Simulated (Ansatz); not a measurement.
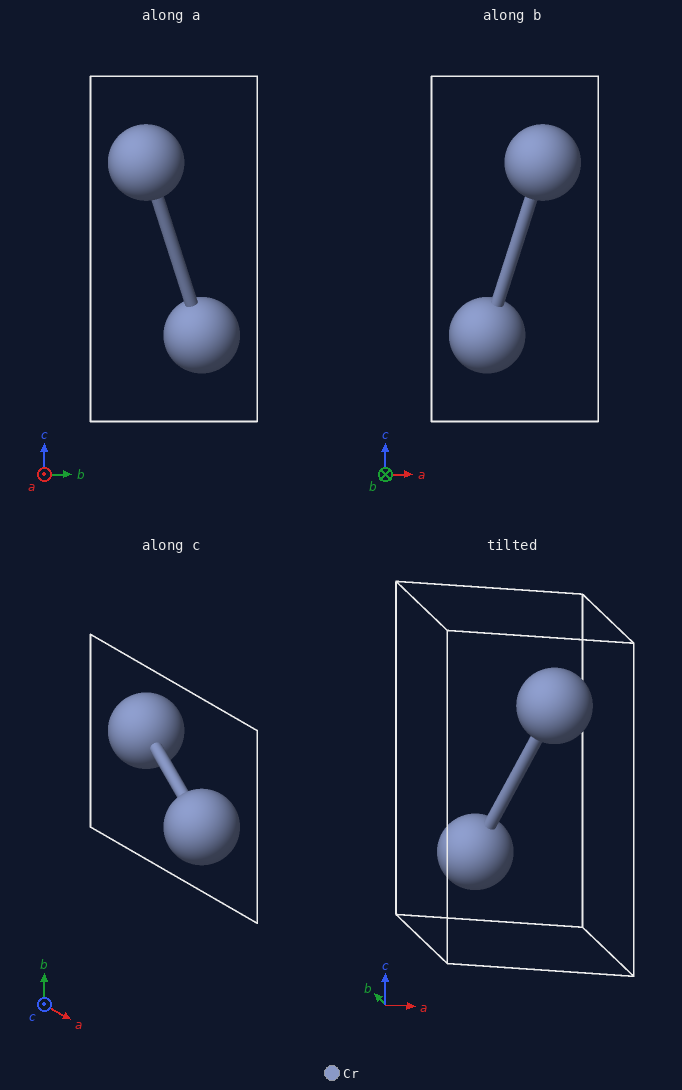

Crystal structure, ball-and-stick style, seen along the a axis, along the b axis, along the c axis and slightly off an axis. One conventional unit cell is framed, with atoms on its boundary repeated.

Lattice parameters: a = 2.485 Å, b = 2.485 Å, c = 4.456 Å, α = 90.00°, β = 90.00°, γ = 120.00°. Put a along x and b in the xy plane.

> Set out the cell and atoms as a POSCAR file.

```
Cr
1.0
     2.485    0.000    0.000
    -1.243    2.152    0.000
     0.000    0.000    4.456
Cr
2
Direct
  0.3333 0.6667 0.2500
  0.6667 0.3333 0.7500
```

The structure comes from a structure type filled with this element by a generator (whether the element takes this form wasn't checked). It is drawn as it came out of a relaxation with DFT, PBE, PAW with Ansatz's default frozen-core files, scalar-relativistic in Ansatz 0.2.0.
